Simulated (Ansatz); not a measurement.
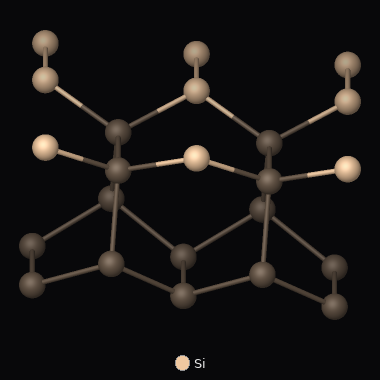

The system is N on a Si(100) slab cut from the P6_3/mmc phase, its upper half relaxed before the scan (16 atoms of substrate and one adsorbate in a 2 × 1 cell); the picture shows it without the atoms that are moved over the map. N is moved over the surface cell; relaxed at each place: the height of the adsorbate's atoms; substrate rigid; the origin of the map has the adsorbate above Si13. Places are given modulo a cell vector. The map is drawn in real space over the plane of the surface. The grid has 6 × 6 points; 24 points were computed and 12 follow by symmetry. Places are given in fractions of the 1 × 1 surface cell. All energies are given in eV relative to the lowest grid point. Energies and slopes of some neighbouring points disagree (a jump in structure or state, or too coarse a mesh). At some places the adsorbate sinks to or below the level of the top layer. The magnetic moment jumps between some neighbouring points. Theory: DFT PBE, scalar-relativistic, plane waves, PAW (Ansatz 0.2.0). Settings: cutoff 420 eV, k-mesh 4×4×1, gaussian smearing 0.05 eV, spin-polarised.

Range: position of N17 along the first surface vector from 0.000 to 0.833; position of N17 along the second surface vector from 0.000 to 0.833.

What will the energy surface look like?

The lowest grid point is at (0/6, 5/6) of the cell vectors [nearest 1 Si at 1.66 Å]. The highest grid point, a place at or below the level of the top layer, (3/6, 5/6) of the cell vectors, lies 3.12 eV above the lowest. At the lowest point the adsorbate has 1 Si at 1.66 Å as nearest neighbours, at the highest 1 Si at 1.96 Å. Its relaxed height above the top atom is 1.28 Å at the lowest and −0.96 Å at the highest point.

| second ↓, first → | 0/6 | 1/6 | 2/6 | 3/6 | 4/6 | 5/6 |
| --- | --- | --- | --- | --- | --- | --- |
| 5/6 | 0.00 | 0.37 | 1.91 | 3.12 | 1.91 | 0.37 |
| 4/6 | 2.20 | 2.31 | 2.27 | 1.68 | 2.27 | 2.31 |
| 3/6 | 2.29 | 2.14 | 1.10 | 2.20 | 1.10 | 2.14 |
| 2/6 | 2.48 | 2.10 | 2.49 | 2.67 | 2.49 | 2.10 |
| 1/6 | 2.30 | 1.99 | 1.26 | 2.41 | 1.26 | 1.99 |
| 0/6 | 2.25 | 2.34 | 2.11 | 1.58 | 2.11 | 2.34 |

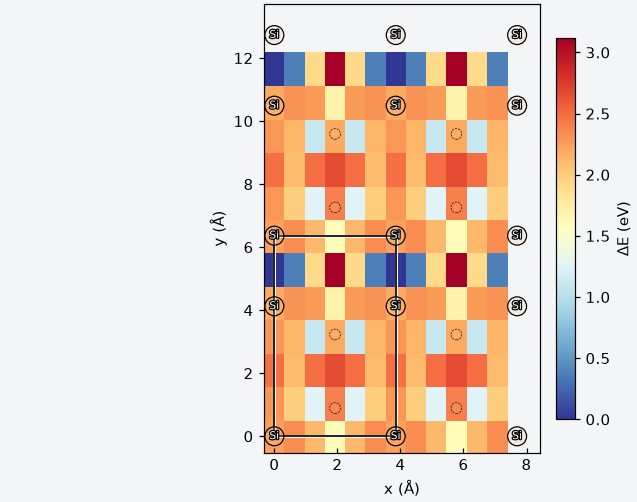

Drawn: one coloured cell a grid point, labelled circles for the atoms of the top layer and small ones for the second layer, the outline of one cell of the 2 × 2 shown.

Each point was launched as `ansatz run input.yaml --threads 4 --pin off --max-ram 12288MiB --backend cpu --events-out ev --progress --plain --runs-dir out`. The whole map (24 points run) took 67 min on 4 threads of Intel(R) Xeon(R) Platinum 8488C (Sapphire Rapids), with other jobs on the host.

PAW datasets: the set soft_1.
